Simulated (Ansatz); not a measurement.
# Al(100) film, 6 layers, adrow O: surface scattering, part 2 of 2

How does Al(100) film, 6 layers, adrow O scatter electrons that run along the film?

Ansatz 0.2.0; Ansatz plane-wave DFT, PBE, PAW files; relaxation of the atoms about the surface defect; PAW set soft_1 (the session's first sound run).

So far: Starting point; Relaxing about the defect.

**2. Relaxing about the defect (continued)**

The steps of the relaxation:

```csv
step,energy less that of the first step (eV),largest force component (eV/Å)
1,0.0000,0.9822
2,-0.1943,0.4624
3,-0.2232,0.1119
4,-0.2245,0.0072
```

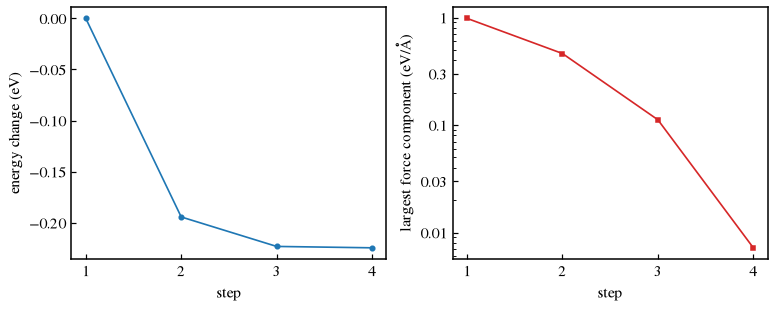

Energy and largest force along the relaxation.

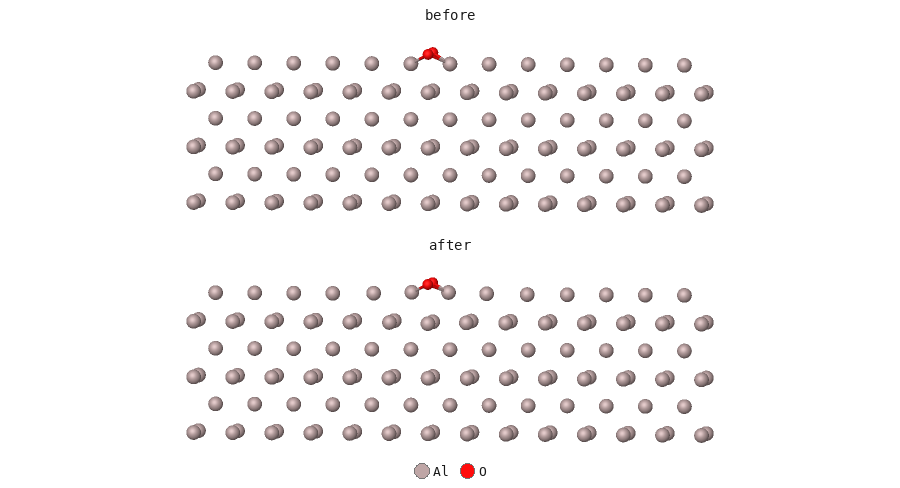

Before and after, at one scale.

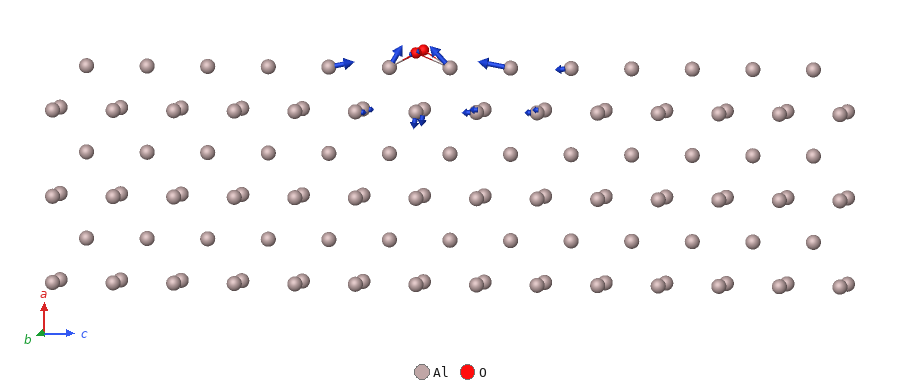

Displacements in the relaxation, exaggerated; the longest in the cell stands for 0.18 Å. Some periodic images of atoms are drawn too.

The atoms that moved most (Å):

```csv
atom,dx,dy,dz,length
Al48,0.034,0.000,-0.177,0.180
Al42,0.113,0.000,-0.106,0.155
Al30,0.027,0.000,0.130,0.132
Al36,0.113,0.000,0.066,0.131
Al41,-0.072,0.000,-0.010,0.073
Al54,-0.006,0.000,-0.067,0.067
Al47,-0.002,0.000,-0.057,0.057
Al53,0.000,0.000,-0.041,0.041
```

This step gave:

```
free energy             : -42481.5458 eV
energy at zero smearing : -42481.0086 eV
Fermi energy            : 2.201 eV
```

The largest force component on a free atom ends at 0.0072 eV/Å, under the tolerance of 0.03, after 4 steps.

**3. Transmission along the film**

The film far from the defect is the lead. The first vector holds vacuum and takes one k-point. Energies from -0.05 to 0.05 eV in steps of 0.05 eV are too few for the program's thermal sum, so it prints no conductance; for a metal the transmission near the Fermi level serves, at a fraction of the cost.

This step: Ansatz plane-wave DFT, PBE, PAW files; ballistic transport by layer matching (Landauer), zero bias; PAW set soft_1 (Ansatz 0.2.0).

File input.yaml:

```yaml
crystal:
  lattice:
    - [23.14391, 0.0, 0.0]
    - [0.0, 2.862347037, 0.0]
    - [0.0, 0.0, 37.2105114815]
  atoms:
    - { symbol: Al, position: [0.1944355988, 0.0, 0.0] }
    - { symbol: Al, position: [0.2818877623, 0.5, 0.0384615385] }
    - { symbol: Al, position: [0.3693399257, 0.0, 0.0] }
    - { symbol: Al, position: [0.4567920892, 0.5, 0.0384615385] }
    - { symbol: Al, position: [0.5442442526, 0.0, 0.0] }
    - { symbol: Al, position: [0.631696416, 0.5, 0.0384615385] }
    - { symbol: Al, position: [0.1944355988, 0.0, 0.0769230769] }
    - { symbol: Al, position: [0.2818877623, 0.5, 0.1153846154] }
    - { symbol: Al, position: [0.3693399257, 0.0, 0.0769230769] }
    - { symbol: Al, position: [0.4567920892, 0.5, 0.1153846154] }
    - { symbol: Al, position: [0.5442442526, 0.0, 0.0769230769] }
    - { symbol: Al, position: [0.631696416, 0.5, 0.1153846154] }
    - { symbol: Al, position: [0.1944355988, 0.0, 0.1538461538] }
    - { symbol: Al, position: [0.2818877623, 0.5, 0.1923076923] }
    - { symbol: Al, position: [0.3693399257, 0.0, 0.1538461538] }
    - { symbol: Al, position: [0.4567920892, 0.5, 0.1923076923] }
    - { symbol: Al, position: [0.5442442526, 0.0, 0.1538461538] }
    - { symbol: Al, position: [0.631696416, 0.5, 0.1923076923] }
    - { symbol: Al, position: [0.1944355988, 0.0, 0.2307692308] }
    - { symbol: Al, position: [0.2818877623, 0.5, 0.2692307692] }
    - { symbol: Al, position: [0.3693399257, 0.0, 0.2307692308] }
    - { symbol: Al, position: [0.4567920892, 0.5, 0.2692307692] }
    - { symbol: Al, position: [0.5442442526, 0.0, 0.2307692308] }
    - { symbol: Al, position: [0.631696416, 0.5, 0.2692307692] }
    - { symbol: Al, position: [0.1944355988, 0.0, 0.3076923077] }
    - { symbol: Al, position: [0.2818877623, 0.5, 0.3461538462] }
    - { symbol: Al, position: [0.3693399257, 0.0, 0.3076923077] }
    - { symbol: Al, position: [0.4567920892, 0.5, 0.3461538462] }
    - { symbol: Al, position: [0.5442442526, 0.0, 0.3076923077] }
    - { symbol: Al, position: [0.6328514068, 0.5, 0.3496395505] }
    - { symbol: Al, position: [0.1944355988, 0.0, 0.3846153846] }
    - { symbol: Al, position: [0.2818877623, 0.5, 0.4230769231] }
    - { symbol: Al, position: [0.3693399257, 0.0, 0.3846153846] }
    - { symbol: Al, position: [0.4567920892, 0.5, 0.4230769231] }
    - { symbol: Al, position: [0.5441574662, 0.0, 0.3855022334] }
    - { symbol: Al, position: [0.6365723876, 0.5, 0.4248504114] }
    - { symbol: Al, position: [0.1944355988, 0.0, 0.4615384615] }
    - { symbol: Al, position: [0.2818877623, 0.5, 0.5] }
    - { symbol: Al, position: [0.3693399257, 0.0, 0.4615384615] }
    - { symbol: Al, position: [0.4567920892, 0.5, 0.5] }
    - { symbol: Al, position: [0.5411316063, 0.0, 0.4612778453] }
    - { symbol: Al, position: [0.6365854066, 0.5, 0.4971553357] }
    - { symbol: Al, position: [0.1944355988, 0.0, 0.5384615385] }
    - { symbol: Al, position: [0.2818877623, 0.5, 0.5769230769] }
    - { symbol: Al, position: [0.3693399257, 0.0, 0.5384615385] }
    - { symbol: Al, position: [0.4567920892, 0.5, 0.5769230769] }
    - { symbol: Al, position: [0.5441780229, 0.0, 0.5369209123] }
    - { symbol: Al, position: [0.6331690513, 0.5, 0.5721602255] }
    - { symbol: Al, position: [0.1944355988, 0.0, 0.6153846154] }
    - { symbol: Al, position: [0.2818877623, 0.5, 0.6538461538] }
    - { symbol: Al, position: [0.3693399257, 0.0, 0.6153846154] }
    - { symbol: Al, position: [0.4567920892, 0.5, 0.6538461538] }
    - { symbol: Al, position: [0.5442544407, 0.0, 0.6142732364] }
    - { symbol: Al, position: [0.6314337159, 0.5, 0.6520545318] }
    - { symbol: Al, position: [0.1944355988, 0.0, 0.6923076923] }
    - { symbol: Al, position: [0.2818877623, 0.5, 0.7307692308] }
    - { symbol: Al, position: [0.3693399257, 0.0, 0.6923076923] }
    - { symbol: Al, position: [0.4567920892, 0.5, 0.7307692308] }
    - { symbol: Al, position: [0.5442442526, 0.0, 0.6923076923] }
    - { symbol: Al, position: [0.631696416, 0.5, 0.7307692308] }
    - { symbol: Al, position: [0.1944355988, 0.0, 0.7692307692] }
    - { symbol: Al, position: [0.2818877623, 0.5, 0.8076923077] }
    - { symbol: Al, position: [0.3693399257, 0.0, 0.7692307692] }
    - { symbol: Al, position: [0.4567920892, 0.5, 0.8076923077] }
    - { symbol: Al, position: [0.5442442526, 0.0, 0.7692307692] }
    - { symbol: Al, position: [0.631696416, 0.5, 0.8076923077] }
    - { symbol: Al, position: [0.1944355988, 0.0, 0.8461538462] }
    - { symbol: Al, position: [0.2818877623, 0.5, 0.8846153846] }
    - { symbol: Al, position: [0.3693399257, 0.0, 0.8461538462] }
    - { symbol: Al, position: [0.4567920892, 0.5, 0.8846153846] }
    - { symbol: Al, position: [0.5442442526, 0.0, 0.8461538462] }
    - { symbol: Al, position: [0.631696416, 0.5, 0.8846153846] }
    - { symbol: Al, position: [0.1944355988, 0.0, 0.9230769231] }
    - { symbol: Al, position: [0.2818877623, 0.5, 0.9615384615] }
    - { symbol: Al, position: [0.3693399257, 0.0, 0.9230769231] }
    - { symbol: Al, position: [0.4567920892, 0.5, 0.9615384615] }
    - { symbol: Al, position: [0.5442442526, 0.0, 0.9230769231] }
    - { symbol: Al, position: [0.631696416, 0.5, 0.9615384615] }
    - { symbol: O, position: [0.6641839506, 0.0, 0.4610298512] }
kpoints:
  mp_grid: { grid: [1, 11, 1] }
hamiltonian:
  xc: pbe
  pseudopotentials: { kind: paw, azcp: { folder: soft_1 } }
scf:
  occupations: { method: fermi_dirac, width: 0.1 }
output:
  transmission: { leads: [[0, 6]], kmesh: [1, 22], e_range: [-0.05, 0.05], de: 0.05 }
  write_potential: true
  write_density: true
  volumetric_format: npy
  elf: true
```

Run with:

```sh
$ ansatz run input.yaml --threads 8 --pin off --max-ram 15360MiB --backend cpu --events-out ev --progress --plain --runs-dir out
```

Numbers of over 12 decimals in the logs are rounded to 6 here.

The log of the run:

```text
[...]
Crystal: 79 atoms, lattice volume = 2465.044 Å³
Basis set: ecut = 420 eV, 48237 PW (Γ)
Bands: 199, of which v1, the nominal top of the filled ones, is band 120 counted from 1 (119 counted from 0)
Symmetry: 2 space group operations
[...]
k-points: 6 of 11
[...]
SCF iter   1: F=—  HF=-42493.020110 eV  |F-HF|=—  |Δ(HF+E_count)|=         —  Δρ=2.41e-2  dr2=1.05e2  ethr=3.10e-3  ⟨swp⟩=8.5  Hψ=6816  notcnv=0  defer=42
[...]
SCF iter   9: F=-42481.579460 eV  HF=-42481.579460 eV  |F-HF|=4.45e-9  |Δ(HF+E_count)|=   2.56e-8  Δρ=4.76e-7  dr2=1.24e-8  ethr=4.17e-11  ⟨swp⟩=34.2  Hψ=8405  notcnv=0
SCF 1 converged in 9 iterations: F = -42481.579460 eV  dr2 = 1.24e-8
[...]
transmission: 60 of 564 steps passed
transmission: 114 of 564 steps passed
[...]
transmission: 564 of 564 steps passed
WARN: The output density's exchange-correlation potential varies sharply where the density is thin. Do not read a vacuum level from v_tot or v_xc, or from such a field of the output density. On a cell that repeats whose density bears no net charge and no dipole along the vacuum's axis use v_es (v_loc + v_h of the components); under efield.dipole_correction with no amplitude use v_es + v_field, which holds any externa [...]
SCF converged after 9 iterations
the last check of whether an eigenvalue changes by more than its tolerance under the output density was not made (no_room)
Free energy (F): -42481.579460 eV
[...]
Internal energy: -42480.494208 eV  (E = F + TS)
E sigma→0 (E₀):  -42481.036834 eV
Entropy (-TS):   -1.085252 eV (-13.737 meV/atom)
Fermi energy:    2.215973 eV
[...]
--- Band table (eV; the first three rows and the last of 6) ---
  k-point 0: bands = [... 116 lower, 2.2756, 2.3413, 2.3939, 2.5592, 2.5990, 2.8535, 2.8614, 2.8627, ... 75 higher]
  k-point 1: bands = [... 116 lower, 2.3946, 2.4701, 2.5348, 2.6927, 2.7386, 2.9841, 2.9938, 2.9966, ... 75 higher]
  k-point 2: bands = [... 116 lower, 2.6707, 2.8492, 2.8612, 2.9328, 2.9405, 2.9487, 3.0344, 3.0405, ... 75 higher]
  k-point 5: bands = [... 116 lower, 1.6159, 1.6516, 1.7612, 1.7709, 1.8099, 1.8228, 1.8240, 1.8396, ... 75 higher]
--- Transmission ---
  basis      : 577 plane waves across, 47 finite elements along
  points     : 12, standing for a mesh of 1 x 22
  energies   : 3 from -0.050000 to 0.050000 eV about the Fermi level, 0.050000 eV apart; the leads are filled to 0.000000 eV, and channels, transmission and decay are at 0.000000 eV
  crystal 0  : Al6, at the sites [0, 6], period 2.8623 Å, over 24.33 Å; its Hamiltonian steps by up to 8.6 meV
    offset         : up to 0.0000 Å between an atom of the period and one for which it stands
    channels       : 6.136364e0 a spin
    conductance    : none, the energies end too early or step too widely for 300 K: set another output.transmission.e_range or a lower de, or, where they end at an eighth of basis.ecutwfc, a higher one
  junction   : crystal 0 to crystal 0, 0.72 to 35.06 Å
    transmission   : 5.070607e0 a spin
[...]
```

Run time: 10 min. Hardware: 8 threads of Intel Xeon at 2.70GHz, shared host; peak memory 12 GiB.

Reading the cycles: dr2 is the Hartree energy of the density residual (eV), the measure of convergence; HF is the Harris–Foulkes estimate of the energy, which meets the free energy F at convergence.

Numbers from this step:

* free energy: -42481.5795 eV
* energy at zero smearing: -42481.0368 eV
* Fermi energy: 2.216 eV
* cell area: 66.25 Å²
* transmission per spin nearest the Fermi level: 5.071
* open channels per spin nearest the Fermi level: 6.136
* step of the lead's potential: 8.6 meV

Per spin. Table of transmission, zone mean by energy, zero at the Fermi level:

```csv
energy (eV),"transmission, zone mean"
-0.0500,4.77
0.0000,5.07
0.0500,5.23
```

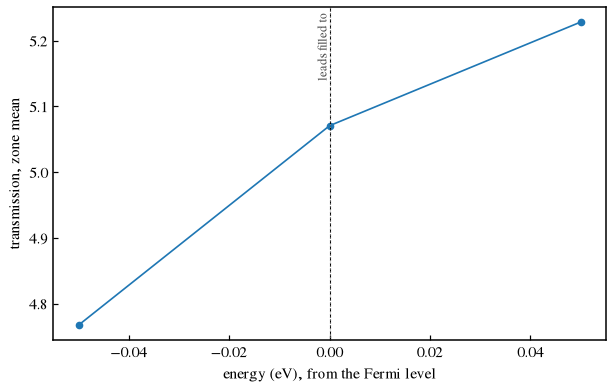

Transmission, zone mean, plotted against energy.

Per spin. Table of open channels, zone mean, lead by energy, zero at the Fermi level:

```csv
energy (eV),"open channels, zone mean, lead"
-0.0500,5.77
0.0000,6.14
0.0500,6.23
```

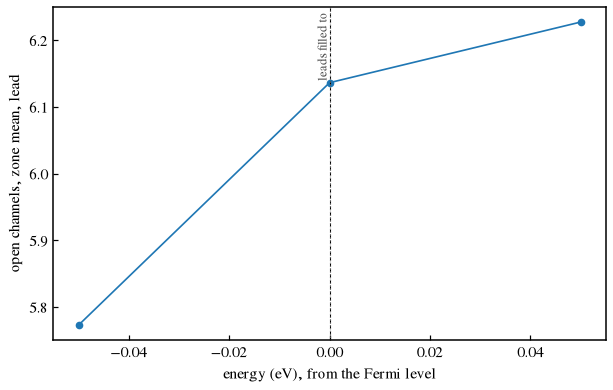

Open channels, zone mean, lead against energy.

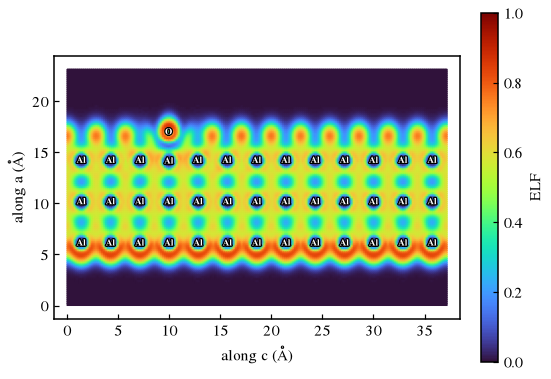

ELF in the ca plane at fractional y = 0.000, with atoms of Al and O within 0.2 Å of it. It is the smooth field of the valence electrons, not physical close to the nuclei. The map starts off the cell's origin, so that atoms lie inside it.

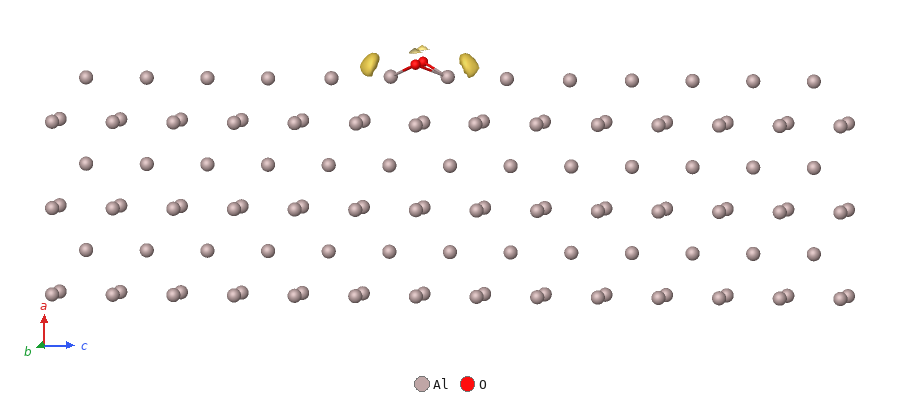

Surface of ELF = 0.85.

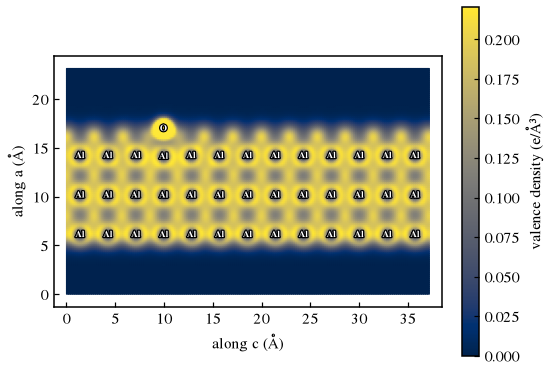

Valence density in the ca plane at fractional y = 0.000, with atoms of Al and O within 0.2 Å of it. It is the smooth field of the valence electrons, not physical close to the nuclei. The map starts off the cell's origin, so that atoms lie inside it.

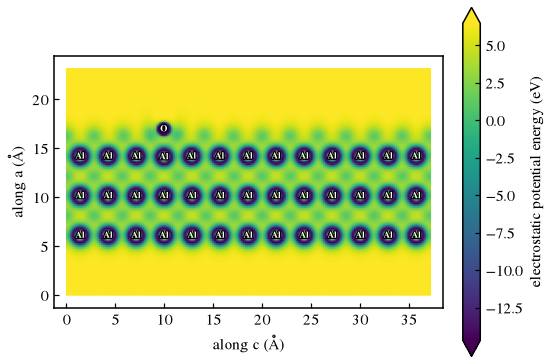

Electrostatic potential energy in the ca plane at fractional y = 0.000, with atoms of Al and O within 0.2 Å of it. With pseudopotentials it is smooth inside the atoms' cores, unlike the true potential. The map starts off the cell's origin, so that atoms lie inside it.

Over the solved energies the transmission per spin lies between 4.77 and 5.23, out of 6.05 channels of the lead on average (up to 6.23).

**4. Share that passes**

This step: Ansatz plane-wave DFT, PBE, PAW files; ballistic transport by layer matching (Landauer), zero bias; share of the film's channels that pass the defect (the area holds the vacuum); PAW set soft_1 (Ansatz 0.2.0).

Numbers from this step:

- T over the leads' mean channel count: 0.8307

Averaged over the energies near the Fermi level, 83.1 % of the channels pass.

**5. Results**

```json
{"share of the film's channels that pass": "0.831"}
```

What this shows: 83 % of the film's channels pass the defect. The film is 6 layers thick, so the defect disturbs a good part of its section. It runs straight across the current without end, so the wavevector along it is kept. Only atoms near the defect are relaxed, while the rest of the face keeps bulk spacings, so part of the reflection may come from that relaxed patch.

[Logs are printed without paths, hosts, clocks, repeated set-up lines and the standing remarks that a program may print on its own settings, such as how far it seeks lower states.]

[Hosts, paths, dates, database ids (printed as entryN), source tags and the programs' standing remarks are cut or masked in the printed files.]
